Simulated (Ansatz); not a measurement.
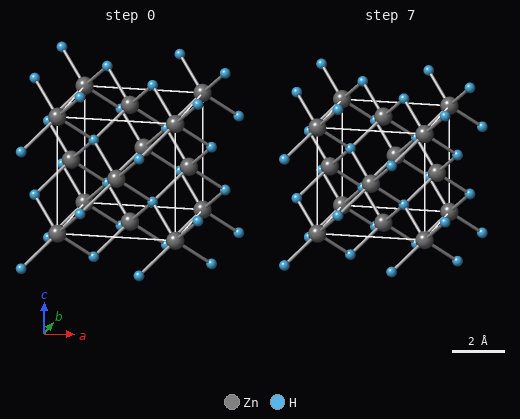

The structure of crystalline ZnH (a generated structure, set up in F-43m) before (left) and after (right) a relaxation, at one scale.

A ball-and-stick model of the conventional cell (4 times the calculation's cell), seen slightly off an axis. Lengths and directions refer to the drawn axes.

The run lets cell and atoms move.

All numbers below come from Ansatz 0.2.0, Kohn-Sham DFT of a periodic cell, LDA, Ansatz PAW.

Input
```yaml
crystal:
  lattice:
    - [0.0, 2.33470761, 2.33470761]
    - [2.33470761, 0.0, 2.33470761]
    - [2.33470761, 2.33470761, 0.0]
  atoms:
    - { symbol: Zn, position: [0.0, 0.0, 0.0] }
    - { symbol: H, position: [0.25, 0.25, 0.25] }
hamiltonian:
  xc: lda
  pseudopotentials: { kind: paw }
kpoints:
  mp_grid: { grid: [10, 10, 10] }
scf:
  occupations: { method: fermi_dirac, width: 0.05 }
output:
  forces: true
  stress: true
  eigenvalues: true
relax:
  f_tol: 0.01
  max_steps: 40
  cell: { stress_tol: 0.05, p_target: 2.0 }
```

Command:
```bash
ansatz run input.yaml --threads 2 --pin off --max-ram 5632MiB --backend cpu --events-out ev --progress --plain --runs-dir out
```

Question: Summarise the run.

Answer: No atom moves by more than 0.005 Å relative to the cell. The drawn cell changes as follows: a = b = c 4.669 → 4.245 Å (−9.1 %); the volume changes by −24.9 %. Among the contacts that change: H–Zn 2.022 → 1.838 Å. The space group stays F-43m (No. 216). Over 5 accepted moves (7 points after the start) the energy falls by 107 meV per atom. With the target pressure of 2 GPa, the enthalpy E + pV changes by −146 meV per atom. All forces vanish by symmetry, so only the cell relaxes. The pressure goes from −9.66 to 2.00 GPa. The SCF was repeated twice at an unchanged geometry on a basis and grid sized afresh for the cell, which shifted the energy by 1.3 meV per atom at most. The run took 6.4 s on 2 threads of Arm Neoverse V2, with other jobs on the host, peak memory 0.29 GiB.
